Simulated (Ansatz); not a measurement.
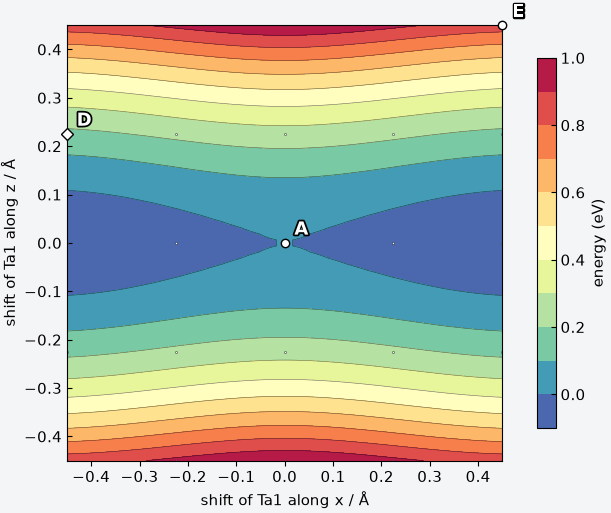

Ta (P6_3/mmc, No. 194; 2 atoms in the cell). Atom Ta1 is moved over a plane while all other atoms and the cell stay fixed (its periodic images move with it) (x along [1 0 0], y along [1 2 0], z along [0 0 1] of the conventional cell). The first coordinate is: shift of Ta1 along x; the second: shift of Ta1 along z. The grid has 5 × 5 points; 9 points were computed and 16 follow by symmetry. Energies: eV per cell, counted from the undisplaced cell. The reference cell is the one listed in the database, not relaxed at this level. The calculation used Ansatz, DFT PBEsol, scalar-relativistic, plane waves, PAW. Settings: cutoff 420 eV, k-mesh 18×18×10 in the order of the run's cell vectors, gaussian smearing 0.15 eV, no spin polarisation.

The picture shows filled contours, dots at the grid points, lettered points. Between grid points the surface is interpolated.

### Is A the lowest point of the computed grid?

No. A lies 0.06 eV above the lowest grid point, which is at shift of Ta1 along x = −0.450 Å, shift of Ta1 along z = 0.000 Å.

### Rank the lettered points by energy, lowest first.

A (0.00 eV), D (0.18 eV), E (0.86 eV).
